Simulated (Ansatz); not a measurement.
## A series of single points on W

System: W (P6₃/mmc, 2 atoms in the cell).
Method: DFT, revPBE, plane waves (420 eV) with PAW, scalar-relativistic, no spin polarisation (Ansatz 0.2.0).

The 5 runs differ only in the geometry, by an even scaling of the cell at fixed fractional positions.

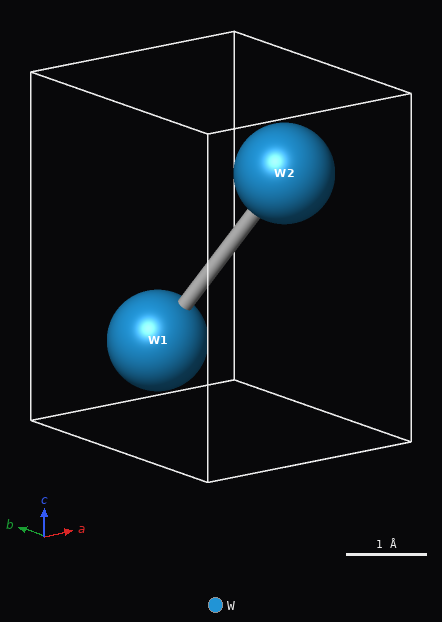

Figure 1. The structure of run 3 (ball-and-stick view of the cell of the calculation, seen at an oblique angle; atoms are numbered from 1 in the order of the input).

**Input of run 3**
```yaml
crystal:
  lattice:
    - [2.78507671, 0.0, 0.0]
    - [-1.392538355, 2.4119471823, 0.0]
    - [0.0, 0.0, 4.9670476459]
  atoms:
    - { symbol: W, position: [0.3333333333, 0.6666666667, 0.25] }
    - { symbol: W, position: [0.6666666667, 0.3333333333, 0.75] }
hamiltonian:
  xc: revpbe
  pseudopotentials:
    kind: paw
    azcp:
      W: "pseudopotentials/W.paw.azcp"
basis:
  ecutwfc: 420
  fft_grid_basis: typed
kpoints:
  mp_grid: { grid: [15, 15, 7], shift: [0, 0, 0] }
magnetization:
  spin_polarized: false
scf:
  occupations: { method: fermi_dirac, width: 0.1 }
  lower_state_search: "off"
output:
  stress: true
```

Run 2 differs from it as follows:
```diff
-    - [2.78507671, 0.0, 0.0]
-    - [-1.392538355, 2.4119471823, 0.0]
-    - [0.0, 0.0, 4.9670476459]
+    - [2.747435924, 0.0, 0.0]
+    - [-1.373717962, 2.3793493055, 0.0]
+    - [0.0, 0.0, 4.8999171512]
```

**Results, with one run withheld**

```csv
run,volume per atom (Å³),"free energy per atom, from the lowest run given (meV)",pressure (GPa)
1,14.681,253.87,45.17
2,16.016,?,?
3,16.683,0.00,0.02
4,17.350,21.21,−9.87
5,18.018,79.69,−17.93
```

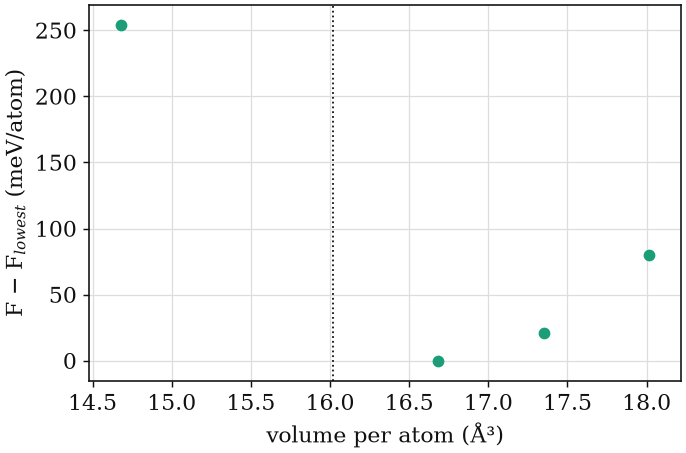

Figure 2. Free energy per atom of the runs given; the dotted line marks run 2.

Estimate the energy of run 2 from the others.

A quadratic polynomial in V^(−2/3) (the Birch–Murnaghan form), fitted to the 4 runs given, misses them by at most 0.07 meV per atom. With x = V^(−2/3) − 0.15366 Å⁻², it reads F = 0.40829 + 1407.7 x + 1.3636e+06 x² (meV per atom). At run 2 it gives 24.58 meV per atom, and the run itself gives 24.48. The slope of the fit gives a pressure −dF/dV of 12.14 GPa there, and the run prints 12.14 GPa. The fit has its minimum at 16.686 Å³ per atom, where V d²F/dV² gives 273 GPa. Cell shape and fractional positions are held, so this is the stiffness under even scaling; the relaxed bulk modulus wasn't computed.

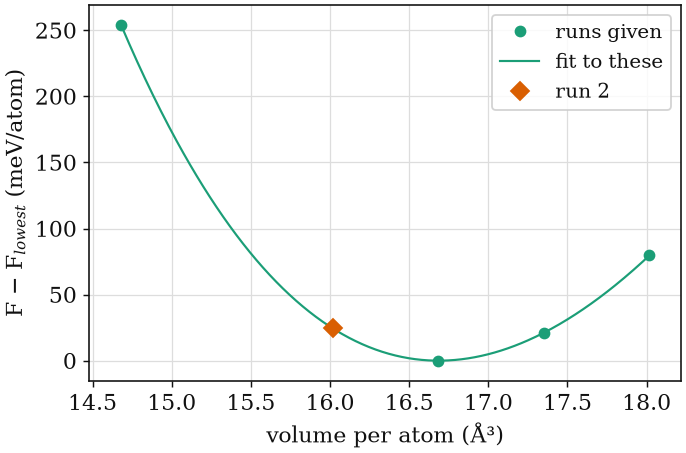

Figure 3. The fit and the withheld run.

**Output, shortened to warnings, some set-up lines, iterations and results (run 2)**
```
Basis set: ecut = 420 eV, 647 PW (Γ)
Symmetry: 24 space group operations
k-points: 108 of 1575
Initial density: superposition of atomic densities (neutral atoms: chi_scale 0, normalization atom), corrected by the library's trained network
[...]
SCF iter   1: F=—  HF=-20786.758952 eV  |F-HF|=—  |Δ(HF+E_count)|=         —  Δρ=7.20e-3  dr2=1.40e-2  ethr=1.77e-3  ⟨swp⟩=5.0  Hψ=8336  notcnv=0
SCF iter   2: F=—  HF=-20786.757398 eV  |F-HF|=—  |Δ(HF+E_count)|=   1.55e-3  Δρ=4.61e-3  dr2=6.05e-3  ethr=5.02e-5  ⟨swp⟩=1.1  Hψ=2817  notcnv=0
SCF iter   3: F=—  HF=-20786.755982 eV  |F-HF|=—  |Δ(HF+E_count)|=   1.42e-3  Δρ=5.58e-4  dr2=5.87e-5  ethr=2.16e-5  ⟨swp⟩=2.0  Hψ=2609  notcnv=0
SCF iter   4: F=—  HF=-20786.755977 eV  |F-HF|=—  |Δ(HF+E_count)|=   5.34e-6  Δρ=1.11e-4  dr2=3.46e-6  ethr=2.10e-7  ⟨swp⟩=2.5  Hψ=3549  notcnv=0
SCF iter   5: F=-20786.755977 eV  HF=-20786.755976 eV  |F-HF|=3.03e-8  |Δ(HF+E_count)|=   6.26e-7  Δρ=2.32e-5  dr2=7.23e-8  ethr=1.24e-8  ⟨swp⟩=2.0  Hψ=2657  notcnv=0
SCF iter   6: F=-20786.755977 eV  HF=-20786.755977 eV  |F-HF|=2.29e-10  |Δ(HF+E_count)|=   3.74e-8  Δρ=2.38e-6  dr2=9.11e-10  ethr=2.58e-10  ⟨swp⟩=2.4  Hψ=6658  notcnv=0
SCF 1 converged in 6 iterations: F = -20786.755977 eV  dr2 = 9.11e-10
SCF converged after 6 iterations
Free energy (F): -20786.755977 eV
Harris-Foulkes:  -20786.755977 eV  (|F-HF|=2.29e-10)
Internal energy: -20786.686627 eV  (E = F + TS)
E sigma→0 (E₀):  -20786.721302 eV
Entropy (-TS):   -0.069349 eV (-34.675 meV/atom)
Fermi energy:    22.067112 eV
--- Per-component energies (eV) ---
  E_band       = -165.738463
  E_kinetic    = 901.495988
  E_local      = -1221.590960  (includes V_loc(G=0)·N_el)
  E_nonlocal   = 0.747297
  E_hartree    = 440.043749
  E_xc         = -534.448000
  E_vxc        = -477.572141  (∫ρ·V_xc dr)
  E_paw        = -17142.864079  (= ΣΔE_a)
  E_vpaw       = -248.905525  (= ΣTr[D̂ρ^β])
  E_aug_tail   = -0.000118  (compensation charges beyond the density's cutoff)
  E_ewald      = -3230.045498
  E_core_change = -0.025006  (= ΣΔE_core)
  E_smearing   = -0.069349  (= −TS)
  E_closure    = -0.000000  (closes the sum)
  Σ components = -20786.755977   (vs F -20786.755977, Δ=0.00e0)
--- Stress (GPa, compression-positive) ---
       13.068057       0.000000      -0.000000
        0.000000      13.068057      -0.000000
       -0.000000      -0.000000      10.285758
  P = ⅓ Tr σ = 12.1406 GPa (121.406 kbar)
```

Notes: Spin–orbit coupling is left out, which matters for W.
